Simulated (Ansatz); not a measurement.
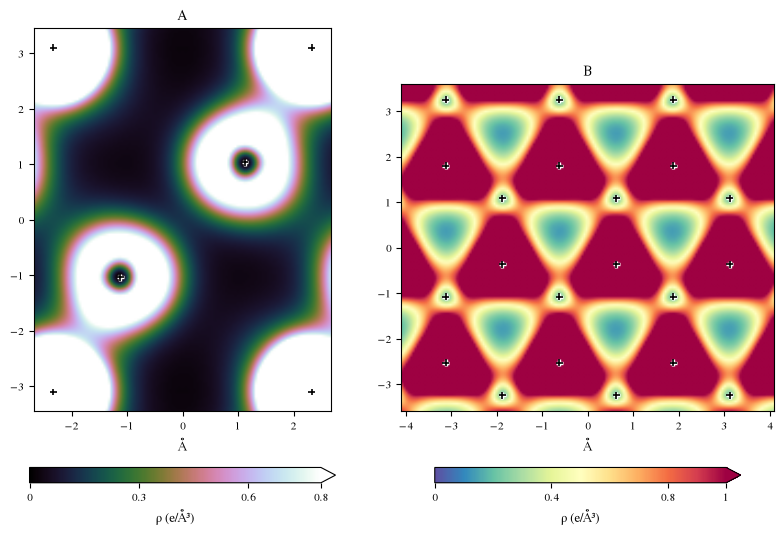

The valence pseudo-density of 2 systems, each on a plane through atoms (crosses mark nuclei in the plane).

Theory: Ansatz 0.2.0, DFT PBE+D3(BJ), scalar-relativistic, plane waves, PAW.

System 1: BN, the (001) plane of the conventional cell. Space group P6₃/mmc; changed on purpose from its base cell (volume × 0.94, shape and atoms relaxed); computed pressure about 2 GPa in this cell.

```cif
data_structure
_symmetry_space_group_name_H-M 'P 1'
_symmetry_Int_Tables_number 1
_cell_length_a 2.5012
_cell_length_b 2.5012
_cell_length_c 6.2435
_cell_angle_alpha 90.000
_cell_angle_beta 90.000
_cell_angle_gamma 120.000
_cell_volume 33.83
loop_
_atom_site_label
_atom_site_type_symbol
_atom_site_fract_x
_atom_site_fract_y
_atom_site_fract_z
_atom_site_occupancy
B1 B 0.33333 0.66667 0.25000 1
B2 B 0.66667 0.33333 0.75000 1
N1 N 0.33333 0.66667 0.75000 1
N2 N 0.66667 0.33333 0.25000 1
```

System 2: PtS2, the (110) plane of the conventional cell. Space group P-3m1.

```xyz
3
Lattice="3.5831 0.0000 0.0000 -1.7915 3.1030 0.0000 0.0000 0.0000 4.6640" Properties=species:S:1:pos:R:3 pbc="T T T"
Pt    0.0000    0.0000    0.0000
S     0.0000    2.0687    1.2062
S     1.7916    1.0343    3.4577
```

> Match each panel to its system.

Panel A is system 2, PtS2: the plane holds Pt and S. Pt–S (2.39 Å): the density is about 0.66 e/Å³ at the midpoint. Panel B is system 1, BN: the plane holds B and N. B–N (1.44 Å): ρ is about 1.8 e/Å³ halfway.
